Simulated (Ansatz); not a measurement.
# Calculations on H₁₂CO₅

## 1. Relaxation

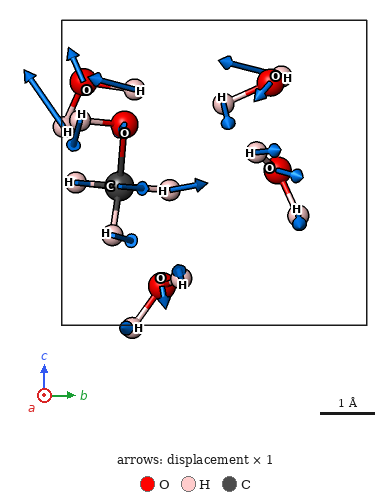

This is a relaxation of an amorphous cell of composition H₁₂CO₅. The starting structure is drawn; blue arrows show the displacements, at their true length.

A ball-and-stick model of the cell of the calculation, seen along the a axis.

The cell holds 4 H2O + 1 CH3OH. The run prepares the start of a later molecular dynamics calculation, from a guessed geometry.

Method: Ansatz, DFT LDA, scalar-relativistic, plane waves, PAW. Set-up: plane-wave cutoff 420 eV; k-point mesh 1 × 1 × 1; occupations fermi dirac; smearing width 0.05 eV; no spin polarisation; atoms relaxed in a fixed cell; force threshold 0.3 eV/Å; at most 15 steps.

Q: What did the optimiser do to the structure, and how much energy did it gain?

A: The largest moves, 1.54 Å, are those of H atoms. Largest moves by element: H 1.54 Å, C 0.96 Å, O 0.90 Å. The cell doesn't change. Near-neighbour distances that change, for instance: H–O 0.969 → 1.069 Å, H–O 0.970 → 1.024 Å, H–O 0.969 → 1.004 Å, C–H 1.097 → 1.129 Å. Bond angles that change, for instance: H–O–H 104.0° → 108.6°, H–O–H 104.0° → 107.3°, H–C–H 108.5° → 111.5°. The energy falls by 170 meV per atom in 14 geometry steps. Largest force component: 0.88 eV/Å at the start, 0.22 eV/Å at the end.

Limits of the set-up: the periodic images lie only 5.7 Å apart, so the values are limited by the cell's size.

## 2. Dynamics

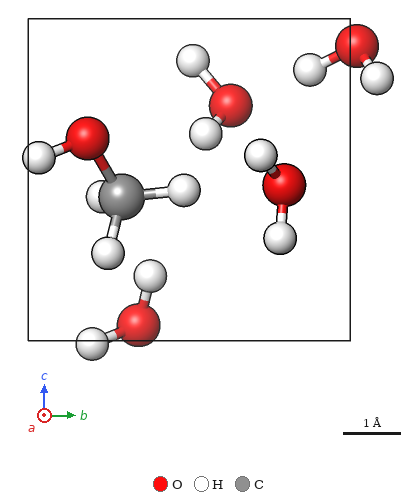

Starting frame of a dynamics run of a periodic cell with 4 H2O + 1 CH3OH at 0.924 g/cm³. A ball-and-stick model of the simulation cell, seen along the a axis.

Method: Ansatz 0.2.0, DFT LDA, scalar-relativistic, plane waves, PAW.

Input file:
```yaml
crystal:
  lattice:
    - [5.718479, 0.0, 0.0]
    - [0.0, 5.718479, 0.0]
    - [0.0, 0.0, 5.718479]
  atoms:
    - { symbol: O, position: [0.82772483, 0.79459446, 0.4835396] }
    - { symbol: H, position: [0.96257913, 0.72191227, 0.57569237] }
    - { symbol: H, position: [0.86652863, 0.78165137, 0.31853045] }
    - { symbol: O, position: [0.08475538, 0.34225146, 0.04857628] }
    - { symbol: H, position: [0.18560812, 0.19812692, -0.00970563] }
    - { symbol: H, position: [0.15101549, 0.37857307, 0.20103516] }
    - { symbol: O, position: [0.34430641, 0.02051107, 0.91556434] }
    - { symbol: H, position: [0.4741755, 0.08273542, 0.81506803] }
    - { symbol: H, position: [0.28129339, -0.12563719, 0.84149402] }
    - { symbol: O, position: [0.17006599, 0.6283822, 0.73042539] }
    - { symbol: H, position: [0.12840362, 0.51091751, 0.86984515] }
    - { symbol: H, position: [0.29444057, 0.55084096, 0.64295843] }
    - { symbol: C, position: [0.53699695, 0.28978737, 0.44703964] }
    - { symbol: O, position: [0.66219376, 0.18397327, 0.6284181] }
    - { symbol: H, position: [0.55066905, 0.48305091, 0.46725499] }
    - { symbol: H, position: [0.73680725, 0.03260839, 0.56858191] }
    - { symbol: H, position: [0.61190981, 0.24718436, 0.27194194] }
    - { symbol: H, position: [0.34878842, 0.23026337, 0.44749051] }
basis:
  ecutwfc: 420.0
kpoints:
  mp_grid: { grid: [1, 1, 1] }
hamiltonian:
  xc: lda
scf:
  occupations: { method: fermi_dirac, width: 0.05 }
  lower_state_search: "off"
md:
  timestep: 0.5
  n_steps: 300
  ensemble: nvt_langevin
  temperature: 400.0
  initial_velocities: maxwell_boltzmann
  seed: 462735
  friction: 0.02
```

Command:
```bash
ansatz run input.yaml --threads 1 --pin off --max-ram 3072MiB --backend cpu --events-out ev --progress --plain --runs-dir out
```

Predict how the run goes.

Answer. Over the second half the temperature averages 352 K (spread ±49 K). The potential energy in the second half lies on average 46.0 meV per atom above the first frame. Root-mean-square distances from the starting positions over the second half, with the common drift of all atoms taken out: H 0.42 Å, C 0.42 Å, O 0.33 Å. The heavy atoms stay within a fraction of a molecule's size of their starting places; so short a run doesn't tell a liquid from a solid.

Along the run (each row but the first and the last is the mean over the interval that it begins):

```tsv
time (fs)	potential energy (meV/atom)	T (K)
0.0	0.0	378
18.5	35.0	318
37.0	35.0	332
55.5	40.3	334
74.0	51.0	368
92.5	43.2	375
111.0	44.6	328
129.5	46.0	340
148.0	53.3	272
```

The paths of the atoms:

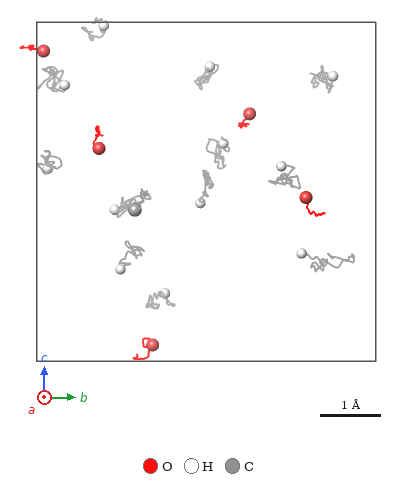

Limits of the set-up: the periodic images lie only 5.7 Å apart, so the values are limited by the cell's size.

## 3. Dynamics

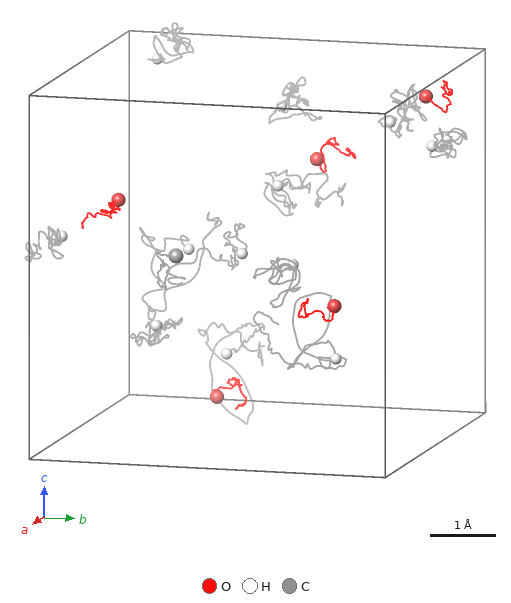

A Born-Oppenheimer molecular dynamics run of a periodic cell with 4 H2O + 1 CH3OH at 0.924 g/cm³, 300 fs long. It starts from the last geometry of an earlier run, with fresh velocities. Lines trace each atom's path, in the colour of its element; spheres stand at the starting positions. Seen slightly off an axis in the simulation cell.

All numbers below come from DFT LDA, scalar-relativistic, plane waves, PAW (Ansatz 0.2.0). Run with plane-wave cutoff 420 eV; k-point mesh 1 × 1 × 1; Fermi-Dirac smearing 0.05 eV; Langevin thermostat (NVT); set temperature 400 K; time step 0.75 fs; friction 0.01 per fs.

Question: What do the traces tell about the motion?

Answer: Root-mean-square distances from the starting positions over the second half, with the common drift of all atoms taken out: H 0.71 Å, O 0.58 Å, C 0.46 Å. The heavy atoms stay within a fraction of a molecule's size of their starting places; so short a run doesn't tell a liquid from a solid. Bond changes: one H–O contact opens and closes in turn; one H–O bond forms at about 262 fs.

Limits of the set-up: the periodic images lie only 5.7 Å apart, so the values are limited by the cell's size.
